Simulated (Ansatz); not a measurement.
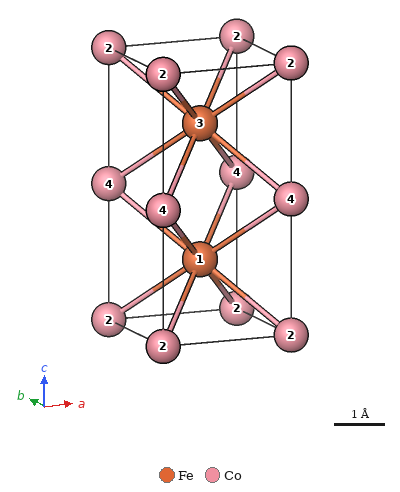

*The structure (ball-and-stick view of the cell of the calculation, seen slightly off an axis; atoms are numbered from 1 in the order of the input).*

Near neighbours in the crystal (not all of them lie inside the picture): Fe has 8 Co at 2.46 Å; Co has 8 Fe at 2.46 Å.

# Single-point calculation, with input and output: FeCo (part 1 of 2)

The run: single-point calculation of FeCo (4 atoms in the cell). Method and program: DFT r2SCAN, scalar-relativistic, plane waves, PAW, spin-polarised (Ansatz 0.2.0).

The structure derives from an entry of the Crystallography Open Database. It belongs to a series of runs on one base structure; here: antiferromagnetic, doubled cell, propagation vector (0, 0, 1/2). Figures and captions count atoms from 1; the log counts them from 0 in places.

Input
```yaml
crystal:
  lattice:
    - [2.8379341899, 0.0, 0.0]
    - [0.0, 2.8379341899, 0.0]
    - [0.0, 0.0, 5.6758683798]
  atoms:
    - { symbol: Fe, position: [0.5, 0.5, 0.25], spin: 2.5 }
    - { symbol: Co, position: [0.0, 0.0, 0.0], spin: 1.5 }
    - { symbol: Fe, position: [0.5, 0.5, 0.75], spin: -2.5 }
    - { symbol: Co, position: [0.0, 0.0, 0.5], spin: -1.5 }
basis:
  ecutwfc: 500
  ecutrho_ratio: 4
kpoints:
  mp_grid: { grid: [12, 12, 6] }
hamiltonian:
  xc: r2scan
scf:
  occupations: { method: gaussian, width: 0.05 }
output:
  forces: true
  stress: true
  eigenvalues: true
  populations: true
  write_density: true
  write_potential: true
  elf: true
  volumetric_format: npy
magnetization:
  spin_polarized: true
```

Launch command:
```bash
ansatz run input.yaml --threads 4 --pin off --max-ram 7168MiB --backend cpu --events-out ev --progress --plain --runs-dir out
```

What the program printed
```
Engine: ansatz 0.2.0, aarch64-unknown-linux-gnu
Pseudopotentials: kind: paw
Pseudopotential: Fe, paw, valence charge 16, recommended cutoff 500 eV (meta_gga), Fe.paw.azcp
Pseudopotential: Co, paw, valence charge 17, recommended cutoff 500 eV (meta_gga), Co.paw.azcp
Functional definition: r2SCAN
  parameter k0 = 0.174
  parameter k1 = 0.065
  parameter a1 = 4.9479
  exchange = r2scan_x(k0 = k0, k1 = k1, a1 = a1)
  correlation = r2scan_c
Crystal: 4 atoms, lattice volume = 45.713 Å³
Basis set: ecut = 500 eV, 1173 PW (Γ), exchange–correlation on 96×96×180 points (64 copies of the dense FFT grid, shifted against one another)
Bands: 45, of which v1, the nominal top of the filled ones, is band 33 counted from 1 (32 counted from 0)
Symmetry: 8 space group operations
Space group: P4mm (ITA 99), of the structure as read, at distance tolerance 3.6e-5 Å
Magnetic group: BNS 99.168 (UNI 828), of the structure as read, at distance tolerance 3.6e-5 Å
k-points: 112 of 864 (time reversal used)
Non-local potential: Fe, projectors of the file, l = 0: 3, l = 1: 2, l = 2: 3, l = 3: 1
Non-local potential: Co, projectors of the file, l = 0: 3, l = 1: 2, l = 2: 3, l = 3: 1
PAW form: soft (Blöchl's): semilocal exchange-correlation on the pseudo side does not see the compensation charge
PAW frozen core: Fe, regenerated for the run's functional (the file was generated under x = pbe(κ = 0.804, μ = 0.2195149727645171), c = pbe(β = 0.06672455060314922))
PAW frozen core: Co, regenerated for the run's functional (the file was generated under x = pbe(κ = 0.804, μ = 0.2195149727645171), c = pbe(β = 0.06672455060314922))
PAW one-centre angular grid: Fe, 590 points (default); XC on 160 Gauss nodes
PAW one-centre angular grid: Co, 590 points (default); XC on 160 Gauss nodes
Initial density: superposition of atomic densities (chi_scale 0.1, normalization cell)
Starting moments: Σ|m| = 8 μB on 4 of 4 sites
Starting magnetic order: antiferromagnet; a translation exchanges its spin sublattices: spin-degenerate at every k-point
Initial wavefunctions: pseudopotential atomic-orbital guess
Functional: x = r2scan, c = r2scan; τ floored in thin density (d = 2e-4 eV/Å³)
the translation (0, 0, 0.5) carries every atom to within crystal.symmetry.tolerance of an atom of its element with the starting moment reversed, but both spin channels are solved: the dense FFT box has an odd point count along it
SCF iter   1: F=—  HF=-19232.208034 eV  |F-HF|=—  |Δ(HF+E_count)|=         —  Δρ=7.39e-2 (↑7.39e-2 ↓7.39e-2)  dr2=3.58e0  dr2_τ=3.34e-2  dr2_m=9.87e-1  M=-0.000 μB ∫|m|=8.581 μB  β_m=0.30  ethr=3.10e-3  ⟨swp⟩=5.4  Hψ=34541  notcnv=0  defer=35
Mixer restart at iter 1: flushing history
preconditioner: auto → Kerker (q_TF=auto, 2.901 Å⁻¹)  [metal: Δε(μ)=0.004 eV  Ē_g=8.254 eV  σ=0.050 eV  W_gap=0.04  n_scr=16 (ndim 8)  ℏωp=32.0 eV  f_vac=0.000  D(μ)=5.38/eV (n_scr^D=76)]
spin=Collinear: Kerker preconditioning applied to the charge; magnetization (m = ρ↑ − ρ↓) channel mixes plain (no charge-response kernel on spin).
SCF iter   2: F=—  HF=-19231.563584 eV  |F-HF|=—  |Δ(HF+E_count)|=   6.44e-1  Δρ=4.96e-2 (↑4.96e-2 ↓4.96e-2)  dr2=4.45e-1  dr2_τ=5.24e-2  dr2_m=8.81e-1  M=-0.000 μB ∫|m|=8.836 μB  β_m=0.30  ethr=3.10e-3  ⟨swp⟩=3.0  Hψ=16815  notcnv=0  defer=1180  κ⁻¹=1.0e0(r=1)
SCF iter   3: F=—  HF=-19232.740633 eV  |F-HF|=—  |Δ(HF+E_count)|=    1.18e0  Δρ=3.82e-2 (↑3.82e-2 ↓3.82e-2)  dr2=1.09e-1  dr2_τ=1.46e-2  dr2_m=5.57e-1  M=0.000 μB ∫|m|=9.042 μB  β_m=0.30  ethr=6.75e-4  ⟨swp⟩=2.4  Hψ=14028  notcnv=0  defer=1180  κ⁻¹=4.6e-2(r=2)
SCF iter   4: F=—  HF=-19234.165963 eV  |F-HF|=—  |Δ(HF+E_count)|=         —  Δρ=3.37e-2 (↑3.37e-2 ↓3.37e-2)  dr2=3.93e-2  dr2_τ=7.37e-3  dr2_m=4.43e-1  M=0.000 μB ∫|m|=9.591 μB  β_m=1.00  ethr=1.65e-4  ⟨swp⟩=3.1  Hψ=21036  notcnv=0  defer=1180
Mixer restart at iter 4: flushing history
SCF iter   5: F=—  HF=-19234.252035 eV  |F-HF|=—  |Δ(HF+E_count)|=   8.61e-2  Δρ=1.86e-2 (↑1.85e-2 ↓1.86e-2)  dr2=3.46e-1  dr2_τ=8.95e-4  dr2_m=3.34e-2  M=0.000 μB ∫|m|=9.597 μB  β_m=0.30  ethr=7.58e-5  ⟨swp⟩=3.1  Hψ=21271  notcnv=0  defer=1166
SCF iter   6: F=—  HF=-19234.242432 eV  |F-HF|=—  |Δ(HF+E_count)|=   9.60e-3  Δρ=9.41e-3 (↑9.41e-3 ↓9.41e-3)  dr2=6.52e-2  dr2_τ=2.69e-3  dr2_m=2.23e-2  M=0.000 μB ∫|m|=9.569 μB  β_m=0.30  ethr=7.58e-5  ⟨swp⟩=3.0  Hψ=20788  notcnv=0  defer=1166  κ⁻¹=1.0e0(r=1)
SCF iter   7: F=—  HF=-19234.246419 eV  |F-HF|=—  |Δ(HF+E_count)|=   3.99e-3  Δρ=5.75e-3 (↑5.75e-3 ↓5.75e-3)  dr2=1.47e-2  dr2_τ=4.82e-4  dr2_m=1.06e-2  M=0.000 μB ∫|m|=9.553 μB  β_m=0.30  ethr=7.58e-5  ⟨swp⟩=2.0  Hψ=13906  notcnv=0  defer=1166  κ⁻¹=3.4e-2(r=2)
SCF iter   8: F=—  HF=-19234.244271 eV  |F-HF|=—  |Δ(HF+E_count)|=   2.15e-3  Δρ=2.96e-3 (↑2.96e-3 ↓2.96e-3)  dr2=3.05e-3  dr2_τ=1.79e-4  dr2_m=2.16e-3  M=0.000 μB ∫|m|=9.540 μB  β_m=0.30  ethr=2.23e-5  ⟨swp⟩=2.1  Hψ=14521  notcnv=0  defer=1166  κ⁻¹=1.1e-2(r=3)
SCF iter   9: F=—  HF=-19234.244827 eV  |F-HF|=—  |Δ(HF+E_count)|=   5.55e-4  Δρ=1.52e-3 (↑1.52e-3 ↓1.52e-3)  dr2=1.56e-3  dr2_τ=1.95e-5  dr2_m=1.93e-4  M=0.000 μB ∫|m|=9.530 μB  β_m=0.30  ethr=4.63e-6  ⟨swp⟩=2.0  Hψ=19356  notcnv=0  defer=1166  κ⁻¹=5.6e-4(r=4)
SCF iter  10: F=—  HF=-19234.245711 eV  |F-HF|=—  |Δ(HF+E_count)|=   8.84e-4  Δρ=1.05e-3 (↑1.05e-3 ↓1.05e-3)  dr2=8.37e-4  dr2_τ=9.95e-6  dr2_m=1.28e-4  M=0.000 μB ∫|m|=9.531 μB  β_m=0.30  ethr=2.37e-6  ⟨swp⟩=1.1  Hψ=11027  notcnv=0  defer=1166  κ⁻¹=1.9e-5(r=5)
SCF iter  11: F=—  HF=-19234.245810 eV  |F-HF|=—  |Δ(HF+E_count)|=   9.87e-5  Δρ=3.65e-4 (↑3.65e-4 ↓3.65e-4)  dr2=1.27e-4  dr2_τ=1.55e-6  dr2_m=2.41e-5  M=-0.000 μB ∫|m|=9.534 μB  β_m=0.30  ethr=1.27e-6  ⟨swp⟩=2.0  Hψ=17479  notcnv=0  defer=1166  κ⁻¹=1.3e-5(r=6)
SCF iter  12: F=—  HF=-19234.245785 eV  |F-HF|=—  |Δ(HF+E_count)|=   2.41e-5  Δρ=2.61e-4 (↑2.60e-4 ↓2.61e-4)  dr2=5.27e-5  dr2_τ=5.44e-7  dr2_m=2.82e-6  M=-0.000 μB ∫|m|=9.533 μB  β_m=0.30  ethr=1.93e-7  ⟨swp⟩=2.9  Hψ=16975  notcnv=0  defer=1166  κ⁻¹=1.1e-5(r=7)
SCF iter  13: F=—  HF=-19234.245865 eV  |F-HF|=—  |Δ(HF+E_count)|=   7.93e-5  Δρ=9.09e-5 (↑9.09e-5 ↓9.09e-5)  dr2=7.06e-6  dr2_τ=6.40e-8  dr2_m=1.68e-7  M=0.000 μB ∫|m|=9.532 μB  β_m=0.30  ethr=7.99e-8  ⟨swp⟩=2.0  Hψ=17482  notcnv=0  defer=1166  κ⁻¹=2.8e-6(r=8)
SCF iter  14: F=—  HF=-19234.245866 eV  |F-HF|=—  |Δ(HF+E_count)|=   1.33e-6  Δρ=4.21e-5 (↑4.20e-5 ↓4.21e-5)  dr2=1.58e-6  dr2_τ=2.22e-8  dr2_m=7.56e-8  M=0.000 μB ∫|m|=9.531 μB  β_m=0.30  ethr=1.07e-8  ⟨swp⟩=2.0  Hψ=13455  notcnv=0  defer=1166  κ⁻¹=3.3e-6(r=8)
SCF iter  15: F=—  HF=-19234.245868 eV  |F-HF|=—  |Δ(HF+E_count)|=   1.55e-6  Δρ=2.21e-5 (↑2.21e-5 ↓2.21e-5)  dr2=5.33e-7  dr2_τ=5.19e-9  dr2_m=3.49e-8  M=0.000 μB ∫|m|=9.532 μB  β_m=0.30  ethr=2.39e-9  ⟨swp⟩=2.0  Hψ=13242  notcnv=0  defer=1166  κ⁻¹=7.1e-7(r=8)
SCF iter  16: F=—  HF=-19234.245867 eV  |F-HF|=—  |Δ(HF+E_count)|=   2.10e-7  Δρ=1.04e-5 (↑1.04e-5 ↓1.04e-5)  dr2=4.95e-8  dr2_τ=1.53e-9  dr2_m=2.52e-8  M=0.000 μB ∫|m|=9.532 μB  β_m=0.30  ethr=8.07e-10  ⟨swp⟩=2.4  Hψ=14912  notcnv=0  defer=1166  κ⁻¹=1.1e-6(r=8)
SCF iter  17: F=-19234.245867 eV  HF=-19234.245867 eV  |F-HF|=4.43e-9  |Δ(HF+E_count)|=   4.19e-8  Δρ=6.59e-6 (↑6.59e-6 ↓6.53e-6)  dr2=2.16e-8  dr2_τ=6.32e-10  dr2_m=7.39e-9  M=0.000 μB ∫|m|=9.532 μB  ethr=7.49e-11  ⟨swp⟩=11.9  Hψ=76230  notcnv=0
SCF 1 converged in 17 iterations: F = -19234.245867 eV  dr2 = 2.16e-8
  greatest PAW one-centre occupation: 1.004 electrons in one spin orbital (limit 2), on the Fe atom at site 2 (counted from 0), in its partial waves of l = 1
```

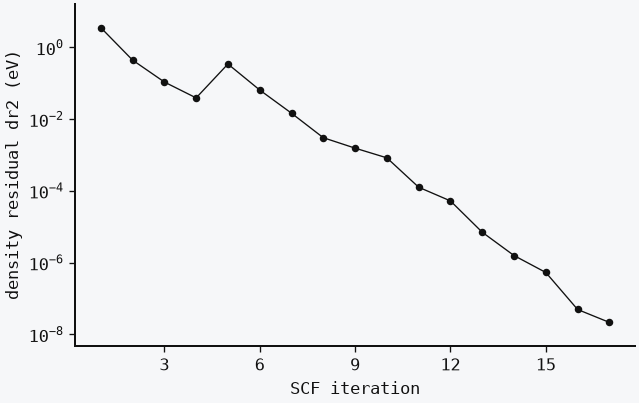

*Convergence of the self-consistent field: density residual dr2 against the SCF iteration.*

The residual comes down, with one marked jump up, by a factor of about 9, at step 5.

```
WARN: an SCF from ferromagnetic starting moments (-3.11, -1.50, -3.11, -1.50 Bohr magnetons, atom by atom) was not made, by what the run has read of turns of its moments that order reads lower: the deck asks for what bars it, or types moments that do (magnetization.spin_polarized, in the input reference, names some of the keys), or the run goes by scf.lower_state_search: light, the default, which as a rule tries one only behind a close that has lost an order of both signs, or on which an open d or half-filled 4f shell of a PAW file has lost a moment that was set nearer to Hund's than to what is left; or, under a Hubbard U, one that names an f shell that the input leaves bare beside given moments, or a larger moment for a shell of low spin that is given one. standard, with a start from the atoms, tries one behind each close (in a relaxation, ahead of its steps or at their end). To set out from that order, type those moments (crystal.atoms[].spin; where shells were raised to Hund's moment, beside crystal.symmetry.detect: false) under scf.lower_state_search: light. The bands of the close that named these starting moments, or of the one ahead of a search that led to it (under cold or Methfessel-Paxton smearing those of the Gaussian ahead of it) read a cost of -960.63 meV for the turn to them, carried on from a small turn (-960.63 by the pairs of d shells alone)
this state was not tested for a lower state beside it, because the mixer in use, unlike msr1, does not test its closes by its own steps (another_mixer; see scf.mixing.algorithm and scf.lower_state_search)
SCF converged after 17 iterations
Magnetization: 0.0000 μB (33.0000 up, 33.0000 down)
Absolute magnetization: 9.5326 μB (∫|ρ↑−ρ↓|, with the PAW one-centre terms)
Spin contamination: 4.6699 ħ² per cell (⟨S²⟩ above its minimum at these occupations)
Per-site moments (μB) at R_I (Å): [(3.095507831113131, 1.0138107798727471), (1.4475908002628533, 1.0138107798727471), (-3.0955075158497625, 1.0138107798727471), (-1.4475908700587579, 1.0138107798727471)]
Free energy (F): -19234.245867 eV
Harris-Foulkes:  -19234.245867 eV  (|F-HF|=4.43e-9)
Internal energy: -19234.242616 eV  (E = F + TS)
E sigma→0 (E₀):  -19234.244242 eV
```
